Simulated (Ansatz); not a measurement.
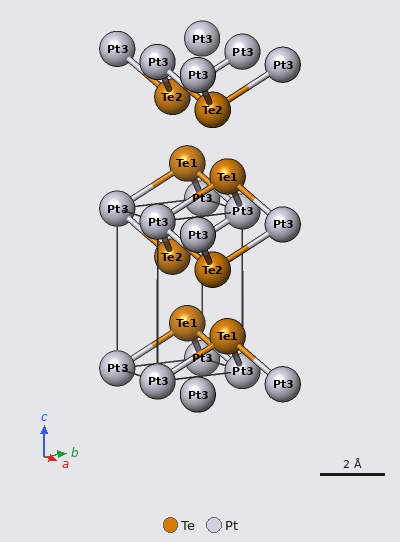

The structure as given in the input (ball-and-stick view of the cell of the calculation, repeated 2 × 1 × 2, seen slightly off an axis; atoms are numbered from 1 in the order of the input). Near neighbours in the crystal (not all of them lie inside the picture): Te has 3 Pt at 2.71 Å; Pt has 6 Te at 2.71 Å.

## Two runs on PtTe₂

System: PtTe₂ (3 atoms in the cell).
Method of run 1: DFT PBE+D3(BJ), scalar-relativistic, plane waves, PAW, no spin polarisation (Ansatz 0.2.0).

The structure derives from an entry of the Crystallography Open Database. Text and figures count atoms from 1; the logs count them from 0 in places.

## Input, run 1
```yaml
crystal:
  lattice:
    - [4.0520213428, 0.0, 0.0]
    - [-2.0260106714, 3.5091534195, 0.0]
    - [0.0, 0.0, 5.0939376493]
  atoms:
    - { symbol: Te, position: [0.3333333333, 0.6666666667, 0.2671490266] }
    - { symbol: Te, position: [0.6666666667, 0.3333333333, 0.7328509734] }
    - { symbol: Pt, position: [0.0, 0.0, 0.0] }
basis:
  ecutwfc: 420
kpoints:
  mp_grid: { grid: [9, 9, 7] }
hamiltonian:
  xc: pbe
  dispersion: d3bj
scf:
  occupations: { method: gaussian, width: 0.1 }
output:
  forces: true
  stress: true
  eigenvalues: true
```

Launched with:
```bash
ansatz run input.yaml --threads 1 --pin off --max-ram 2560MiB --backend cpu --events-out ev --progress --plain --runs-dir out
```

Hardware: 1 thread of Intel Xeon @ 2.70GHz, 189 GiB of memory available, shared host.

## Output, shortened to warnings, some set-up lines, iterations and results (run 1)
```
Basis set: ecut = 420 eV, 1409 PW (Γ), exchange–correlation on 60×60×72 points (8 copies of the dense FFT grid, shifted against one another)
Symmetry: 12 space group operations
k-points: 69 of 567
Initial density: superposition of atomic densities (neutral atoms: chi_scale 0, normalization atom), corrected by the library's trained network
[...]
SCF iter   1: F=—  HF=-26485.742620 eV  |F-HF|=—  |Δ(HF+E_count)|=         —  Δρ=3.09e-3  dr2=6.93e-3  ethr=1.77e-3  ⟨swp⟩=6.2  Hψ=8840  notcnv=0
SCF iter   2: F=—  HF=-26485.741881 eV  |F-HF|=—  |Δ(HF+E_count)|=   7.38e-4  Δρ=1.26e-3  dr2=1.42e-3  ethr=1.39e-5  ⟨swp⟩=2.0  Hψ=3365  notcnv=0
SCF iter   3: F=—  HF=-26485.741928 eV  |F-HF|=—  |Δ(HF+E_count)|=   4.62e-5  Δρ=5.90e-4  dr2=4.20e-4  ethr=2.83e-6  ⟨swp⟩=2.0  Hψ=2495  notcnv=0
SCF iter   4: F=—  HF=-26485.741926 eV  |F-HF|=—  |Δ(HF+E_count)|=   1.87e-6  Δρ=1.02e-4  dr2=2.19e-5  ethr=8.40e-7  ⟨swp⟩=2.0  Hψ=2655  notcnv=0
SCF iter   5: F=—  HF=-26485.741933 eV  |F-HF|=—  |Δ(HF+E_count)|=   7.52e-6  Δρ=4.16e-5  dr2=2.03e-6  ethr=4.39e-8  ⟨swp⟩=2.0  Hψ=2647  notcnv=0
SCF iter   6: F=—  HF=-26485.741933 eV  |F-HF|=—  |Δ(HF+E_count)|=   3.18e-8  Δρ=1.52e-5  dr2=2.95e-7  ethr=4.06e-9  ⟨swp⟩=3.0  Hψ=3571  notcnv=0
SCF iter   7: F=-26485.741933 eV  HF=-26485.741933 eV  |F-HF|=1.82e-8  |Δ(HF+E_count)|=   1.07e-7  Δρ=3.98e-6  dr2=1.63e-8  ethr=2.00e-10  ⟨swp⟩=8.2  Hψ=9125  notcnv=0
SCF 1 converged in 7 iterations: F = -26485.741933 eV  dr2 = 1.63e-8
SCF converged after 7 iterations
Free energy (F): -26485.741933 eV
Harris-Foulkes:  -26485.741933 eV  (|F-HF|=1.82e-8)
Internal energy: -26485.735514 eV  (E = F + TS)
E sigma→0 (E₀):  -26485.738723 eV
Entropy (-TS):   -0.006420 eV (-2.140 meV/atom)
Fermi energy:    13.988620 eV
--- Per-component energies (eV) ---
  E_band       = -685.880431
  E_kinetic    = 1001.634948
  E_local      = -4342.513528  (includes V_loc(G=0)·N_el)
  E_nonlocal   = -421.353461
  E_hartree    = 2319.629451
  E_xc         = -511.991688
  E_vxc        = -513.381781  (∫ρ·V_xc dr)
  E_paw        = -18779.312199  (= ΣΔE_a)
  E_vpaw       = -1049.523130  (= ΣTr[D̂ρ^β])
  E_aug_tail   = -0.000124  (compensation charges beyond the density's cutoff)
  E_ewald      = -5750.130350
  E_disp       = -1.698562  (pairwise vdW)
  E_smearing   = -0.006420  (= −TS)
  E_closure    = 0.000000  (closes the sum)
  Σ components = -26485.741933   (vs F -26485.741933, Δ=0.00e0)
--- Forces (eV/Å), atoms counted from 1 ---
  atom   1  Te    -0.00000000    -0.00000000    -0.03105333
  atom   2  Te     0.00000000     0.00000000     0.03105333
  atom   3  Pt    -0.00000000     0.00000000     0.00000000
  max |Σ_I F_I| component: 6.94e-18 eV/Å
--- Stress (GPa, compression-positive) ---
       -0.007074      -0.000000      -0.000000
       -0.000000      -0.007074      -0.000000
       -0.000000      -0.000000       0.061617
  P = ⅓ Tr σ = 0.0158 GPa (0.158 kbar)
```

The input of run 2 differs as follows (lines with − go, lines with + come):
```diff
-    - [4.0520213428, 0.0, 0.0]
-    - [-2.0260106714, 3.5091534195, 0.0]
-    - [0.0, 0.0, 5.0939376493]
+    - [4.01, 0.0, 0.0]
+    - [-2.005, 3.4727618692, 0.0]
+    - [0.0, 0.0, 5.201]
-    - { symbol: Te, position: [0.3333333333, 0.6666666667, 0.2671490266] }
-    - { symbol: Te, position: [0.6666666667, 0.3333333333, 0.7328509734] }
+    - { symbol: Te, position: [0.3333333333, 0.6666666667, 0.25] }
+    - { symbol: Te, position: [0.6666666667, 0.3333333333, 0.75] }
-  mp_grid: { grid: [9, 9, 7] }
+  mp_grid: { grid: [6, 6, 4] }
```

Predict how the results change.

With the same functional and potentials, run 2 lies 32.4 meV per atom higher (other lines of the input change too). The pressure goes from 0.02 to 4.83 GPa. The largest force goes from 0.031 to 1.070 eV/Å. The SCF takes 6 iterations against 7. The irreducible k-points go from 69 to 24. On the same kind of shared host run 2 took about 0.56 times as long.

## Output, shortened to warnings, some set-up lines, iterations and results (run 2)
```
Basis set: ecut = 420 eV, 1409 PW (Γ), exchange–correlation on 54×54×72 points (8 copies of the dense FFT grid, shifted against one another)
Symmetry: 12 space group operations
k-points: 24 of 144
Initial density: superposition of atomic densities (neutral atoms: chi_scale 0, normalization atom), corrected by the library's trained network
[...]
SCF iter   1: F=—  HF=-26485.644975 eV  |F-HF|=—  |Δ(HF+E_count)|=         —  Δρ=2.76e-3  dr2=5.32e-3  ethr=1.77e-3  ⟨swp⟩=6.2  Hψ=3105  notcnv=0
SCF iter   2: F=—  HF=-26485.646674 eV  |F-HF|=—  |Δ(HF+E_count)|=   1.70e-3  Δρ=2.66e-3  dr2=7.08e-3  ethr=1.06e-5  ⟨swp⟩=2.0  Hψ=1524  notcnv=0  defer=1
SCF iter   3: F=—  HF=-26485.644855 eV  |F-HF|=—  |Δ(HF+E_count)|=   1.82e-3  Δρ=3.73e-4  dr2=1.09e-4  ethr=1.06e-5  ⟨swp⟩=2.0  Hψ=1272  notcnv=0  defer=1
SCF iter   4: F=—  HF=-26485.644830 eV  |F-HF|=—  |Δ(HF+E_count)|=   2.47e-5  Δρ=7.91e-5  dr2=7.85e-6  ethr=2.17e-7  ⟨swp⟩=2.0  Hψ=1273  notcnv=0  defer=1
SCF iter   5: F=—  HF=-26485.644820 eV  |F-HF|=—  |Δ(HF+E_count)|=   1.05e-5  Δρ=2.42e-5  dr2=8.05e-7  ethr=1.57e-8  ⟨swp⟩=2.0  Hψ=1208  notcnv=0  defer=1
SCF iter   6: F=-26485.644820 eV  HF=-26485.644820 eV  |F-HF|=4.00e-10  |Δ(HF+E_count)|=   1.25e-7  Δρ=4.52e-6  dr2=1.80e-8  ethr=2.00e-10  ⟨swp⟩=8.4  Hψ=3233  notcnv=0
SCF 1 converged in 6 iterations: F = -26485.644820 eV  dr2 = 1.80e-8
SCF converged after 6 iterations
Free energy (F): -26485.644820 eV
Harris-Foulkes:  -26485.644820 eV  (|F-HF|=4.00e-10)
Internal energy: -26485.641282 eV  (E = F + TS)
E sigma→0 (E₀):  -26485.643051 eV
Entropy (-TS):   -0.003538 eV (-1.179 meV/atom)
Fermi energy:    14.168782 eV
--- Per-component energies (eV) ---
  E_band       = -689.010561
  E_kinetic    = 1004.232964
  E_local      = -4539.172445  (includes V_loc(G=0)·N_el)
  E_nonlocal   = -421.475342
  E_hartree    = 2415.981646
  E_xc         = -513.070163
  E_vxc        = -514.826028  (∫ρ·V_xc dr)
  E_paw        = -18779.472568  (= ΣΔE_a)
  E_vpaw       = -1049.740185  (= ΣTr[D̂ρ^β])
  E_aug_tail   = -0.000138  (compensation charges beyond the density's cutoff)
  E_ewald      = -5650.971506
  E_disp       = -1.693731  (pairwise vdW)
  E_smearing   = -0.003538  (= −TS)
  E_closure    = -0.000000  (closes the sum)
  Σ components = -26485.644820   (vs F -26485.644820, Δ=0.00e0)
--- Forces (eV/Å), atoms counted from 1 ---
  atom   1  Te    -0.00000000     0.00000000     1.06986811
  atom   2  Te    -0.00000000    -0.00000000    -1.06986811
  atom   3  Pt     0.00000000    -0.00000000     0.00000000
  max |Σ_I F_I| component: 8.67e-19 eV/Å
--- Stress (GPa, compression-positive) ---
        5.325808      -0.000000      -0.000000
       -0.000000       5.325808       0.000000
       -0.000000       0.000000       3.841792
  P = ⅓ Tr σ = 4.8311 GPa (48.311 kbar)
```

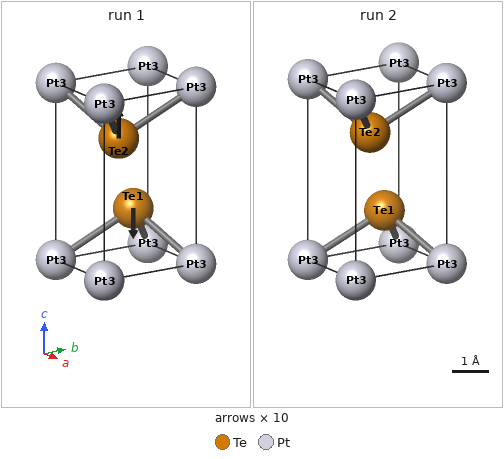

The two input geometries at one scale (ball-and-stick view of the cell of the calculation, seen slightly off an axis). The black arrows on the first give the shifts of the atoms relative to the cell, with their mean removed, magnified 10 times. The largest moves relative to the cell, 0.089 Å, are those of Te1 and Te2. Pt stays in place. (The mean shift of all atoms is removed.) The drawn cell changes at constant volume: a = b 4.052 → 4.010 Å (−1.0 %), c 5.094 → 5.201 Å (+2.1 %). Among the contacts that change: Te1–Pt3 2.706 → 2.655 Å.

## The two runs side by side

| quantity | run 1 | run 2 |
| --- | --- | --- |
| outcome | converged | converged |
| free energy per atom (eV) | −8828.5806 | −8828.5483 |
| energy per atom, smearing taken to zero (eV) | −8828.5796 | −8828.5477 |
| gap on the mesh (eV) | 0.00 | 0.00 |
| pressure (GPa) | 0.02 | 4.83 |
| largest force (eV/Å) | 0.031 | 1.070 |
| SCF iterations | 7 | 6 |
| irreducible k-points | 69 | 24 |
| plane waves at Γ | 1409 | 1409 |
| wall time (shared host) | 8.1 s | 4.5 s |

For both runs: Spin–orbit coupling is left out, which matters for Pt.
